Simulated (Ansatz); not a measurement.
# Geometry relaxation, with input and output: Ge2Pt (part 2 of 2)

The same run, continued: Ge2Pt (slab, 9 atoms in the cell); DFT PBEsol, scalar-relativistic, plane waves, PAW, no spin polarisation (Ansatz 0.2.0); cutoff 420 eV, 12×6×1 k-mesh, Gaussian smearing of 0.1 eV. The structure derives from an entry of the Crystallography Open Database. It belongs to a series of runs on one base structure; here: (0 1 0) slab, atoms relaxed.

**Output, continued**
```
--- Per-component energies (eV) ---
  E_band       = -2837.159399
  E_kinetic    = 2585.708182
  E_local      = -160700.412393  (includes V_loc(G=0)·N_el)
  E_nonlocal   = 3121.448440
  E_hartree    = 78097.019920
  E_xc         = -1232.281344
  E_vxc        = -1297.171073  (∫ρ·V_xc dr)
  E_paw        = -39817.239585  (= ΣΔE_a)
  E_vpaw       = -2740.707701  (= ΣTr[D̂ρ^β])
  E_aug_tail   = 0.002339  (compensation charges beyond the density's cutoff)
  E_efield     = 0.000000  (sawtooth field / dipole correction)
  E_vefield    = 0.000000  (∫n·V_field dr)
  E_ewald      = 55266.319461
  E_core_change = 6.368561  (= ΣΔE_core)
  E_smearing   = -0.028679  (= −TS)
  E_closure    = -0.000000  (closes the sum)
  Σ components = -62673.095099   (vs F -62673.095099, Δ=0.00e0)
--- Forces (eV/Å), atoms counted from 1 ---
  atom   1  Ge     0.00000000    -0.00496042     0.00002617
  atom   2  Pt     0.00000000    -0.00247562    -0.00182221
  atom   3  Ge     0.00000000     0.00784984     0.00042142
  atom   4  Ge     0.00000000    -0.00096547    -0.00098290
  atom   5  Pt     0.00000000     0.00000008     0.00000005
  atom   6  Ge     0.00000000     0.00096520     0.00098265
  atom   7  Ge     0.00000000    -0.00784909    -0.00042144
  atom   8  Pt     0.00000000     0.00247515     0.00182220
  atom   9  Ge     0.00000000     0.00496041    -0.00002601
  max |Σ_I F_I| component: 9.41e-8 eV/Å
--- Band table (eV; the first three rows and the last of 28) ---
  k-point 0: bands = ["-95.7794", "-95.6223", "-95.6223", "-50.1182", "-49.9693", "-49.9693", "-49.9083", "-49.8810", "-49.7719", "-49.7719", "-49.6963", "-49.6963", "-21.6966", "-21.6337", "-21.6018", "-21.5883", "-21.5672", "-21.5578", "-21.5417", "-21.5256", "-21.5099", "-21.4820", "-21.4638", "-21.4633", "-21.3751", "-21.3701", "-21.3606", "-21.3606", "-21.3345", "-21.3341", "-21.3324", "-21.3320", "-21.3067", "-21.3058", "-21.2505", "-21.2505", "-21.2103", "-21.2099", "-21.2069", "-21.2069", "-21.1832", "-21.1828", "-9.3061", "-8.4073", "-7.5985", "-5.6727", "-5.2932", "-5.0656", "-3.6416", "-3.0078", "-2.6976", "-2.3251", "-1.6315", "-1.5014", "-1.1300", "-0.7633", "-0.4894", "-0.1745", "-0.1070", "0.0091", "0.0475", "0.0518", "0.3384", "0.6495", "0.7351", "0.9356", "0.9607", "1.9896", "2.7761", "3.0206", "4.3330", "5.5086", "6.5323", "6.8627", "7.5650", "7.6333", "7.7026", "8.1724", "8.5726", "8.5759", "8.9595", "9.2496", "9.8258"]
  k-point 1: bands = ["-95.7794", "-95.6223", "-95.6223", "-50.1182", "-49.9693", "-49.9693", "-49.9083", "-49.8810", "-49.7719", "-49.7719", "-49.6963", "-49.6963", "-21.6960", "-21.6343", "-21.6013", "-21.5886", "-21.5688", "-21.5571", "-21.5433", "-21.5244", "-21.5084", "-21.4826", "-21.4634", "-21.4630", "-21.3754", "-21.3705", "-21.3608", "-21.3607", "-21.3349", "-21.3346", "-21.3323", "-21.3319", "-21.3068", "-21.3059", "-21.2508", "-21.2508", "-21.2095", "-21.2091", "-21.2065", "-21.2065", "-21.1835", "-21.1831", "-9.1740", "-8.2817", "-7.5071", "-6.1824", "-5.6762", "-5.3540", "-3.1684", "-2.8635", "-2.6399", "-2.3356", "-1.6218", "-1.4915", "-1.1130", "-0.6264", "-0.5651", "-0.3898", "-0.1153", "0.0347", "0.0458", "0.0655", "0.7042", "0.7377", "0.9384", "0.9599", "1.3680", "2.0302", "2.3734", "2.9813", "4.0575", "5.9412", "6.3930", "7.1439", "7.4432", "7.8974", "7.8989", "8.2207", "8.7482", "8.7528", "8.8435", "9.4063", "9.7784"]
  k-point 2: bands = ["-95.7794", "-95.6223", "-95.6223", "-50.1182", "-49.9693", "-49.9693", "-49.9083", "-49.8810", "-49.7719", "-49.7719", "-49.6963", "-49.6963", "-21.6948", "-21.6355", "-21.6004", "-21.5891", "-21.5717", "-21.5552", "-21.5466", "-21.5225", "-21.5054", "-21.4840", "-21.4626", "-21.4623", "-21.3760", "-21.3711", "-21.3611", "-21.3610", "-21.3356", "-21.3355", "-21.3321", "-21.3316", "-21.3069", "-21.3061", "-21.2514", "-21.2514", "-21.2079", "-21.2074", "-21.2058", "-21.2058", "-21.1842", "-21.1837", "-8.7847", "-7.9274", "-7.4777", "-6.8111", "-6.4365", "-5.8820", "-3.0123", "-2.6739", "-2.5487", "-2.0320", "-1.5771", "-1.5248", "-0.8962", "-0.8290", "-0.5330", "-0.1319", "-0.0649", "0.0145", "0.0288", "0.5573", "0.7433", "0.9434", "0.9585", "1.2156", "1.4575", "2.0820", "2.3807", "3.1136", "3.8239", "5.9465", "6.4873", "7.2132", "7.7267", "8.0527", "8.2628", "8.4603", "8.6023", "8.7785", "9.2486", "9.3062", "9.6018"]
  k-point 27: bands = ["-95.7742", "-95.6171", "-95.6171", "-50.1038", "-50.0247", "-49.9549", "-49.9549", "-49.9158", "-49.9158", "-49.8958", "-49.6839", "-49.6839", "-21.6435", "-21.6336", "-21.6021", "-21.5800", "-21.5789", "-21.5618", "-21.5445", "-21.5204", "-21.4981", "-21.4591", "-21.4038", "-21.4036", "-21.3995", "-21.3993", "-21.3737", "-21.3731", "-21.3397", "-21.3359", "-21.3049", "-21.3022", "-21.2879", "-21.2879", "-21.2454", "-21.2454", "-21.2327", "-21.2325", "-21.1956", "-21.1953", "-21.1541", "-21.1539", "-6.0288", "-5.7981", "-5.6005", "-3.7022", "-3.1850", "-2.9200", "-2.6526", "-2.6040", "-2.2631", "-2.0900", "-1.8285", "-1.7562", "-1.4726", "-1.2012", "-1.0590", "-0.8953", "-0.3839", "-0.3179", "-0.2109", "0.0896", "0.0914", "0.1628", "0.3383", "0.9483", "2.4360", "2.9676", "3.0087", "3.5257", "4.1535", "4.3503", "4.5054", "4.8034", "6.0012", "6.6645", "7.3166", "7.5833", "7.7738", "8.1934", "8.2761", "9.0704", "9.2088"]
--- Relaxed structure (4 steps of the walk, 4 accepted, 0 SCFs on fresh bases) ---
  F+E_penalty+E_count = -62673.09509883 eV   max|allowed force component| = 7.850e-3 eV/Å
  atoms:
    - { symbol: Ge, position: [0.5, 0.31182996122805134, 0.3296258951871703] }
    - { symbol: Pt, position: [0.0, -0.005198841805774822, 0.36876670320987315] }
    - { symbol: Ge, position: [0.5, 0.6559495926280691, 0.3959960334649] }
    - { symbol: Ge, position: [0.0, 0.17274361856110945, 0.4658191743005028] }
    - { symbol: Pt, position: [0.5, 0.5000000041404163, 0.500000001410566] }
    - { symbol: Ge, position: [0.0, 0.827256401625124, 0.5341808260444514] }
    - { symbol: Ge, position: [0.5, 0.34405038770892804, 0.6040039668784766] }
    - { symbol: Pt, position: [0.0, 0.005198843597719032, 0.6312332999783676] }
    - { symbol: Ge, position: [0.5, 0.6881700323163573, 0.6703740995256924] }
```

**Trajectory as extended XYZ (Å, eV, eV/Å), 4 frames, from step=1 to step=4**
```
9
Lattice="2.9194 0.0000 0.0000 0.0000 5.7750 0.0000 0.0000 0.0000 22.8030" Properties=species:S:1:pos:R:3:forces:R:3 step=1 energy=-62672.97808
Ge    1.4597    1.9227    7.5000    0.0000  -0.3909   0.0321
Pt    0.0000    0.0000    8.2969    0.0000   0.2372   0.5683
Ge    1.4597    3.8522    9.0938    0.0000   0.2055  -0.3602
Ge    0.0000    0.9647   10.6046    0.0000   0.2491  -0.3265
Pt    1.4597    2.8875   11.4015    0.0000   0.0000   0.0000
Ge    0.0000    4.8102   12.1984    0.0000  -0.2491   0.3265
Ge    1.4597    1.9227   13.7092    0.0000  -0.2055   0.3602
Pt    0.0000    0.0000   14.5061    0.0000  -0.2372  -0.5683
Ge    1.4597    3.8522   15.3030    0.0000   0.3910  -0.0321
9
Lattice="2.9194 0.0000 0.0000 0.0000 5.7750 0.0000 0.0000 0.0000 22.8030" Properties=species:S:1:pos:R:3:forces:R:3 step=2 energy=-62673.09247
Ge    1.4597    1.7920    7.5153    0.0000   0.0111   0.0320
Pt    0.0000   -0.0438    8.4056    0.0000   0.0376   0.0269
Ge    1.4597    3.7810    9.0454    0.0000   0.0045  -0.1207
Ge    0.0000    0.9926   10.6189    0.0000   0.0245  -0.0202
Pt    1.4597    2.8875   11.4015    0.0000   0.0000   0.0000
Ge    0.0000    4.7823   12.1841    0.0000  -0.0245   0.0202
Ge    1.4597    1.9940   13.7577    0.0000  -0.0045   0.1207
Pt    0.0000    0.0438   14.3974    0.0000  -0.0376  -0.0268
Ge    1.4597    3.9830   15.2877    0.0000  -0.0111  -0.0320
9
Lattice="2.9194 0.0000 0.0000 0.0000 5.7750 0.0000 0.0000 0.0000 22.8030" Properties=species:S:1:pos:R:3:forces:R:3 step=3 energy=-62673.09496
Ge    1.4597    1.8019    7.5118    0.0000   0.0146   0.0100
Pt    0.0000   -0.0282    8.4063    0.0000   0.0014  -0.0023
Ge    1.4597    3.7918    9.0293    0.0000  -0.0259   0.0033
Ge    0.0000    0.9967   10.6200    0.0000   0.0136   0.0131
Pt    1.4597    2.8875   11.4015    0.0000   0.0000   0.0000
Ge    0.0000    4.7783   12.1830    0.0000  -0.0136  -0.0131
Ge    1.4597    1.9831   13.7738    0.0000   0.0259  -0.0033
Pt    0.0000    0.0282   14.3967    0.0000  -0.0014   0.0023
Ge    1.4597    3.9730   15.2912    0.0000  -0.0146  -0.0100
9
Lattice="2.9194 0.0000 0.0000 0.0000 5.7750 0.0000 0.0000 0.0000 22.8030" Properties=species:S:1:pos:R:3:forces:R:3 step=4 energy=-62673.09510
Ge    1.4597    1.8008    7.5165    0.0000  -0.0050   0.0000
Pt    0.0000   -0.0300    8.4090    0.0000  -0.0025  -0.0018
Ge    1.4597    3.7881    9.0299    0.0000   0.0078   0.0004
Ge    0.0000    0.9976   10.6221    0.0000  -0.0010  -0.0010
Pt    1.4597    2.8875   11.4015    0.0000   0.0000   0.0000
Ge    0.0000    4.7774   12.1809    0.0000   0.0010   0.0010
Ge    1.4597    1.9869   13.7731    0.0000  -0.0078  -0.0004
Pt    0.0000    0.0300   14.3940    0.0000   0.0025   0.0018
Ge    1.4597    3.9742   15.2866    0.0000   0.0050   0.0000
```

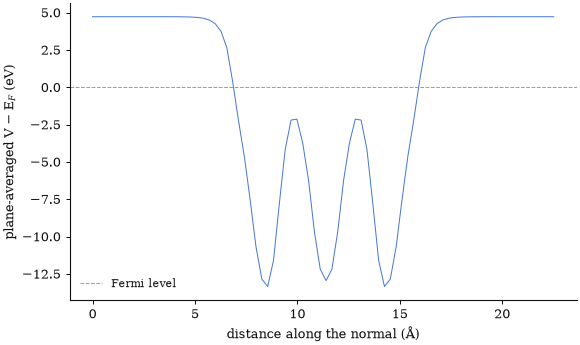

Plane average of the electrostatic potential energy of an electron across the cell, from the Fermi level. The vacuum level lies 4.72 eV above the Fermi level.

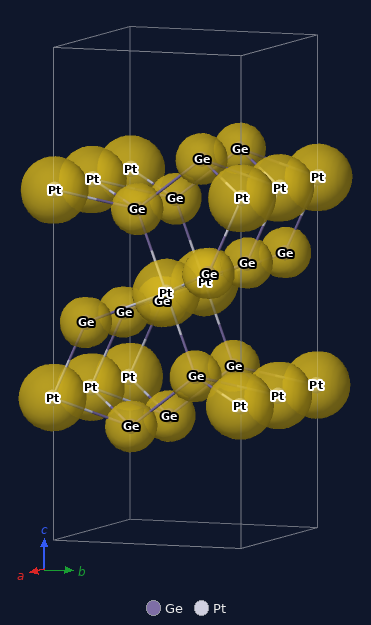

Isosurface of the valence pseudo-density at 1 e/Å³ (yellow), seen slightly off an axis. Sticks mark near contacts. At this value the density breaks into separate islands; it holds about 70 % of the electrons treated as valence (semicore included). It is pinched off along the Ge–Pt (2.44 Å), Ge–Ge (2.50 Å) and Ge–Pt (2.51 Å) contacts. On the grid the lowest density along these lines, outside the cores, is 0.56 e/Å³ (Ge–Pt, 2.44 Å), 0.45 e/Å³ (Ge–Ge, 2.50 Å) and 0.49 e/Å³ (Ge–Pt, 2.51 Å). In a PAW calculation such maps are meaningful between the atoms, not at the nuclei.

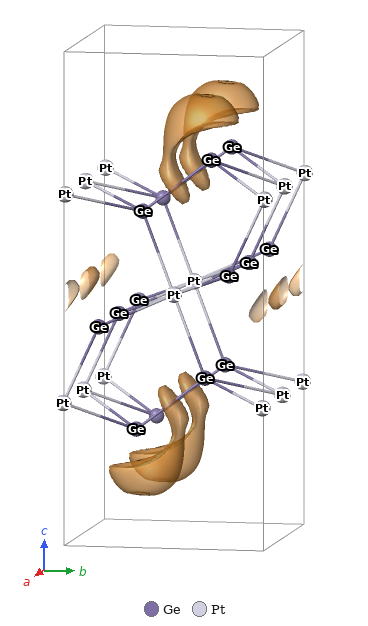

Isosurface of the electron localisation function at 0.6 (orange), seen slightly off an axis. Core shells and regions of very low density are left out. Sticks mark near contacts. Counts are for one cell; the picture repeats the cell along the surface. Along the contacts the grid gives the following. Ge–Pt (2.44 Å): the ELF is about 0.45 at the midpoint, which marks metallic bonding. Ge–Ge (2.50 Å): the ELF peaks at about 0.70 between the atoms.

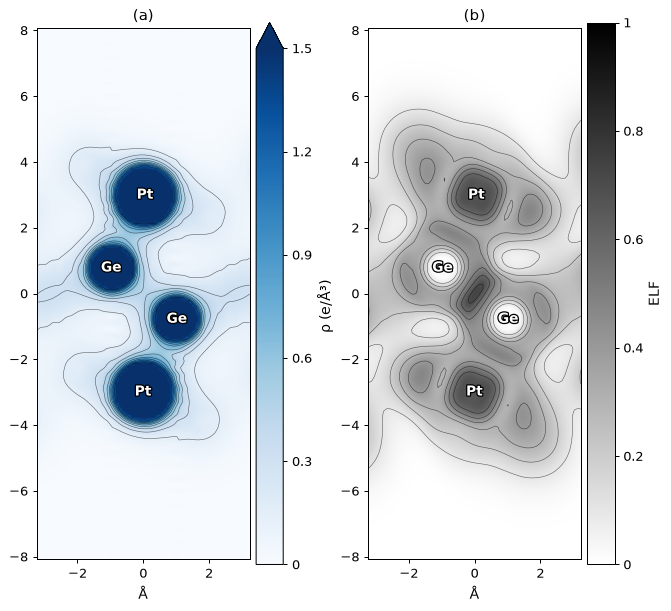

(a) valence pseudo-density; (b) electron localisation function on the (100) plane of the calculation cell, a cut from vacuum to vacuum. The section cuts through Pt and Ge sites. Ge–Pt (2.44 Å): ρ is about 0.6 e/Å³ halfway; the ELF is about 0.45 at the midpoint, which marks nearly free electrons, as in a simple metal. The density dies away to nearly zero in the vacuum. The strong features right at Pt lie inside the PAW spheres (semicore, d or f shells) and say nothing about bonding.

This output came from the following input.

**The input**
```yaml
crystal:
  lattice:
    - [2.919422138, 0.0, 0.0]
    - [0.0, 5.7749617869, 0.0]
    - [0.0, 0.0, 22.8030154306]
  atoms:
    - { symbol: Ge, position: [0.5, 0.3329427126, 0.328903869] }
    - { symbol: Pt, position: [0.0, 0.0, 0.3638514131] }
    - { symbol: Ge, position: [0.5, 0.6670572874, 0.3987989573] }
    - { symbol: Ge, position: [0.0, 0.1670572874, 0.4650524559] }
    - { symbol: Pt, position: [0.5, 0.5, 0.5] }
    - { symbol: Ge, position: [0.0, 0.8329427126, 0.5349475441] }
    - { symbol: Ge, position: [0.5, 0.3329427126, 0.6012010427] }
    - { symbol: Pt, position: [0.0, 0.0, 0.6361485869] }
    - { symbol: Ge, position: [0.5, 0.6670572874, 0.671096131] }
basis:
  ecutwfc: 420
kpoints:
  mp_grid: { grid: [12, 6, 1] }
hamiltonian:
  xc: pbesol
scf:
  occupations: { method: gaussian, width: 0.1 }
output:
  forces: true
  eigenvalues: true
  write_density: true
  write_potential: true
  elf: true
  volumetric_format: npy
relax:
  adjacent_minimum: "off"
  f_tol: 0.02
  max_steps: 60
efield:
  axis: 3
  dipole_correction: true
  ramp_width: 0.04
```

Launched with:
```bash
ansatz run input.yaml --threads 1 --pin off --max-ram 2560MiB --backend cpu --events-out ev --progress --plain --runs-dir out
```

**Key numbers**

```csv
quantity,value
outcome,converged
electrons treated,138
free energy,−62673.0951 eV
"work function, top face",4.72 eV
"work function, bottom face",4.72 eV
Fermi energy,3.125 eV
gap on the k-point mesh,none (metallic)
final volume,384.45 Å³
work function (upper face),4.72 eV
largest force (length of the vector) at the end,0.008 eV/Å
hardware,"1 thread of Intel Xeon @ 2.50GHz (Skylake/Cascade Lake), 192 GiB of memory available, shared host"
wall time,6.9 min
peak memory,0.99 GiB
```

**Notes**

The program warns: the exchange-correlation potential is rough where the density is thin. Spin–orbit coupling is left out, which matters for Pt.
